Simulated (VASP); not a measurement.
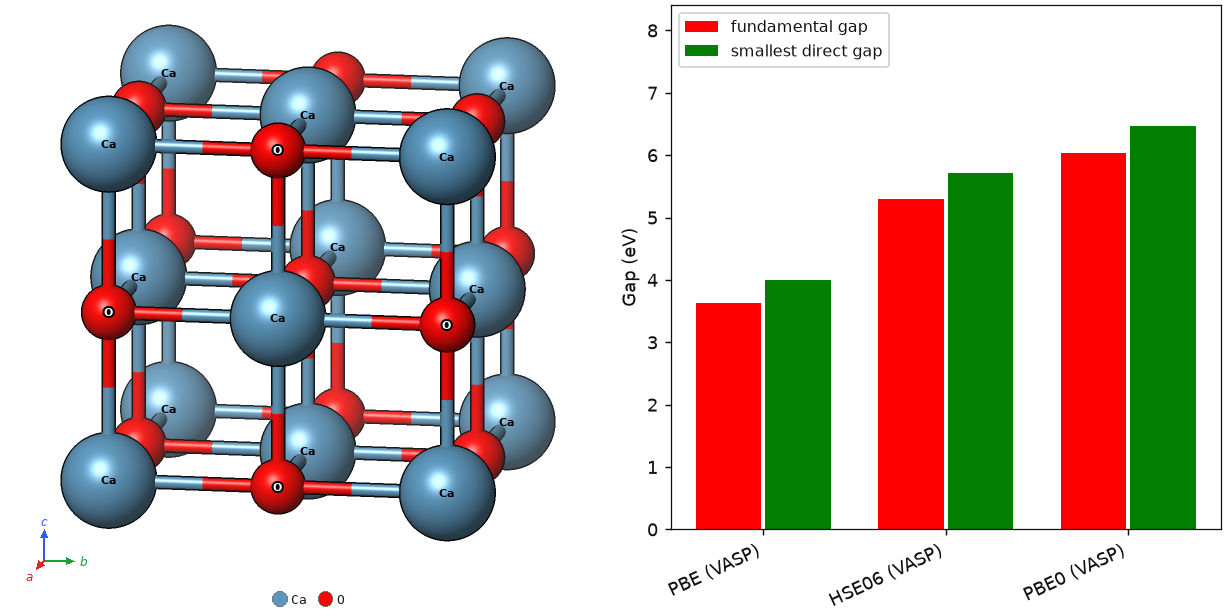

Gaps of CaO, space group Fm-3m (No. 225), 2 atoms in the cell, rocksalt type, at several levels of theory on one cell (VASP, plane waves and PAW; edges over the mesh and the special points).

How does the gap depend on the level, and does its kind change?

In rising order: PBE (VASP) 3.63 eV, HSE06 (VASP) 5.29 eV and PBE0 (VASP) 6.04 eV. It is indirect at every level.
